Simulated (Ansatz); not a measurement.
Start from this file.

```cif
data_structure
_symmetry_space_group_name_H-M 'P 1'
_symmetry_Int_Tables_number 1
_cell_length_a 3.5567
_cell_length_b 3.5567
_cell_length_c 15.3316
_cell_angle_alpha 90.000
_cell_angle_beta 90.000
_cell_angle_gamma 120.000
_cell_volume 167.96
loop_
_atom_site_label
_atom_site_type_symbol
_atom_site_fract_x
_atom_site_fract_y
_atom_site_fract_z
_atom_site_occupancy
Te1 Te 0.33333 0.66667 0.63207 1
Te2 Te 0.66667 0.33333 0.13207 1
Te3 Te 0.66667 0.33333 0.36793 1
Te4 Te 0.33333 0.66667 0.86793 1
Mo1 Mo 0.33333 0.66667 0.25000 1
Mo2 Mo 0.66667 0.33333 0.75000 1
```

Question: Describe what this structure looks like.

Answer: The solid is Te$_{2}$Mo. The space group is P6_3/mmc (No. 194); the lattice is primitive hexagonal. Prototype: 2H molybdenite (MoS₂) type. One cell contains 4 Te, 2 Mo, 6 atoms in all. About every Te there are three Mo in a trigonal pyramidal arrangement at 2.74 Å. Mo is linked to six Te in a trigonal prismatic arrangement at 2.74 Å. The bonds build Te2Mo layers parallel to (001).

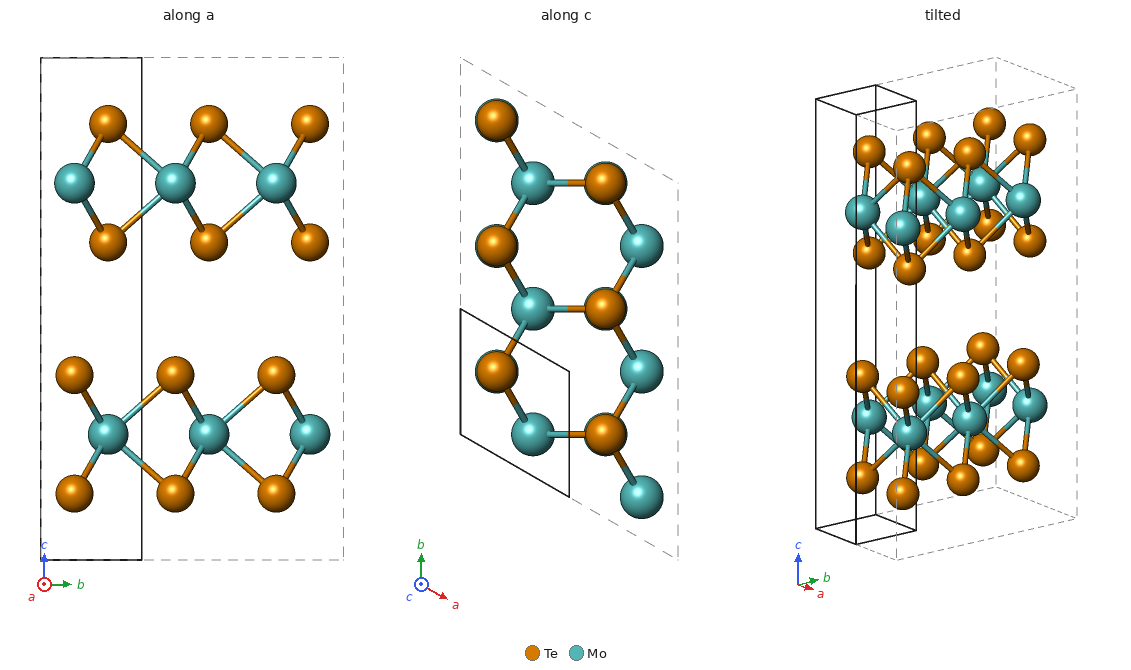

Structure drawing (ball-and-stick), viewed along the a axis, along the c axis and slightly off an axis. The structure is repeated 2×3×1 times; solid lines mark one conventional unit cell. Colours: tellurium orange, molybdenum teal.

The model was built from a structure listed in the Materials Project. The geometry is the end of a relaxation with DFT PBE, scalar-relativistic, plane waves, PAW (Ansatz 0.2.0).
